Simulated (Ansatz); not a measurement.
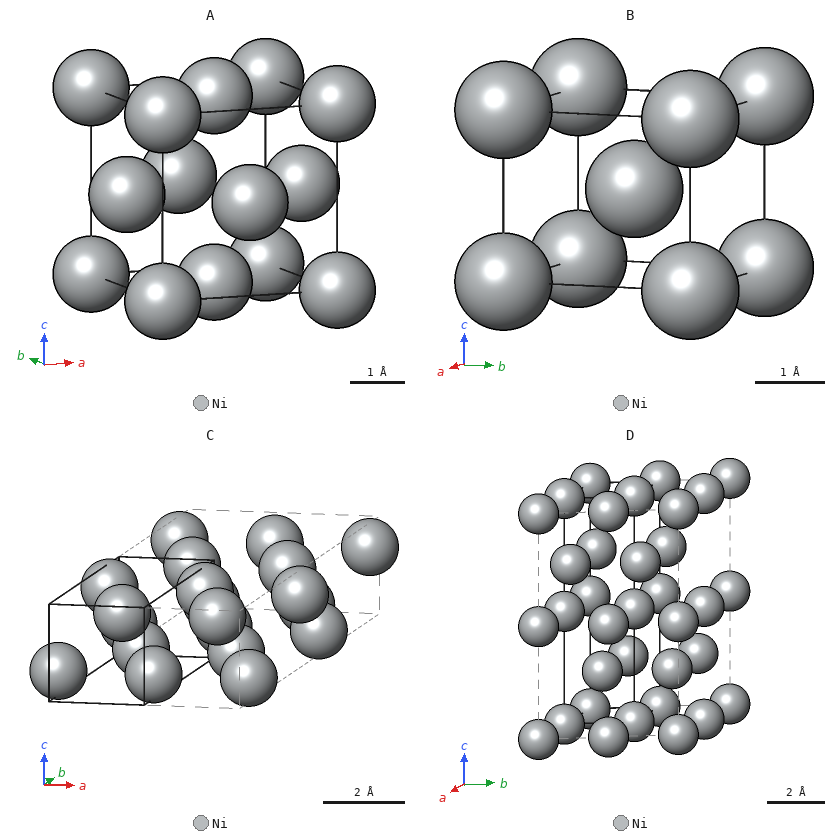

Four structures of Ni, each relaxed to rest (conventional cells in solid outline, small ones repeated, each panel with its own scale). Method: DFT PBE, scalar-relativistic, plane waves, PAW (Ansatz), with collinear spins.

Give the type and space group of each panel.

A: face-centred cubic (Cu type), Fm-3m; B: 2 atoms a cell on a body-centred tetragonal lattice, I4/mmm; C: 4 atoms a cell on a base-centred orthorhombic lattice, Cmcm; D: double hexagonal close-packed (α-La type), P6_3/mmc.

Rank them by energy, lowest first.

A, then D (+14 meV/atom), B (+80 meV/atom) and C (+208 meV/atom), energies at zero smearing.

Collect the results in a table.

| panel | structure | E − E(lowest) (meV/atom) | volume (Å³/atom) | gap (eV) |
| --- | --- | --- | --- | --- |
| A | Fm-3m | 0 | 10.9 | metal |
| D | P6_3/mmc | 14 | 10.9 | metal |
| B | I4/mmm | 80 | 11.0 | metal |
| C | Cmcm | 208 | 11.5 | metal |

Some of these may be structure types tried for this composition rather than known phases, and the most stable form need not be among them. Gaps are taken on the k-mesh or band path of each run.
